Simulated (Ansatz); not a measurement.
```
Mg F
1.0
    -4.69758   -4.69758    6.18598
    -4.69758    4.69758   -6.18598
     4.69758   -4.69758   -6.18598
Mg F
15 32
Direct
  0.00000 0.12633 0.62633
  0.00000 0.87500 0.37500
  0.00000 0.62367 0.12367
  0.50000 0.37500 0.37500
  0.50000 0.12500 0.12500
  0.50000 0.87500 0.87500
  0.50000 0.62500 0.62500
  0.00000 0.49855 0.50054
  0.00000 0.25145 0.24946
  0.00000 0.00054 0.99855
  0.00000 0.74946 0.75145
  0.50920 0.50692 0.00692
  0.49080 0.24308 0.74308
  0.49080 0.99772 0.49772
  0.50920 0.75228 0.25228
  0.78516 0.12790 0.62790
  0.80567 0.90223 0.40223
  0.80567 0.65344 0.15344
  0.78516 0.40725 0.90725
  0.30370 0.15260 0.15041
  0.30370 0.90111 0.90329
  0.30370 0.65041 0.65260
  0.30370 0.40329 0.40111
  0.00000 0.22210 0.02790
  0.00000 0.97188 0.77620
  0.00000 0.72279 0.52721
  0.00000 0.47380 0.27812
  0.49389 0.22078 0.52311
  0.50000 0.97342 0.27658
  0.50611 0.72689 0.02922
  0.50000 0.47342 0.77658
  0.21484 0.62210 0.12210
  0.21484 0.34275 0.84275
  0.19433 0.09656 0.59656
  0.19433 0.84777 0.34777
  0.69630 0.59740 0.59959
  0.69630 0.34671 0.34889
  0.69630 0.09959 0.09740
  0.69630 0.84889 0.84671
  0.00000 0.52790 0.72210
  0.00000 0.27620 0.47188
  0.00000 0.02721 0.22279
  0.00000 0.77812 0.97380
  0.50611 0.52922 0.22689
  0.50000 0.27658 0.97342
  0.49389 0.02311 0.72078
  0.50000 0.77658 0.47342
```

Spin-polarised.

The calculation used DFT PBE, scalar-relativistic, plane waves, PAW (Ansatz).

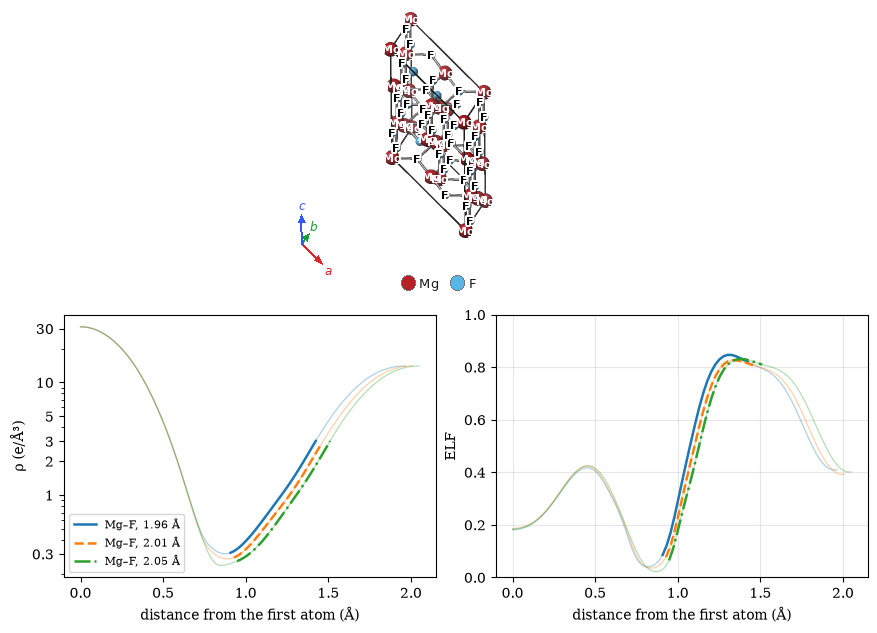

Mg15F32 (cell charge +1, with a compensating background) (cell with a defect). Valence electron density and electron localisation function along straight lines between neighbouring atoms. Thin, pale parts lie inside the atomic spheres. The structure is drawn too.

In a PAW calculation such maps are meaningful between the atoms, not at the nuclei.

### What can be read from the curves?

Mg–F (1.96 Å): the density is about 0.37 e/Å³ at the midpoint; the ELF peaks at about 0.85 in the valence shell of F, 0.7 Å from its nucleus, and is about 0.25 at the midpoint (no localised pair shows between them).
Mg–F (2.01 Å): ρ at the midpoint is about 0.33 e/Å³; the ELF peaks at about 0.85 in the valence shell of F, 0.7 Å from its nucleus, and is about 0.25 at the midpoint: no shared electron pair shows on this line.
Mg–F (2.05 Å): the density is about 0.3 e/Å³ at the midpoint; the ELF peaks at about 0.85 in the valence shell of F, 0.7 Å from its nucleus, and is about 0.25 at the midpoint (no shared electron pair shows on this line).
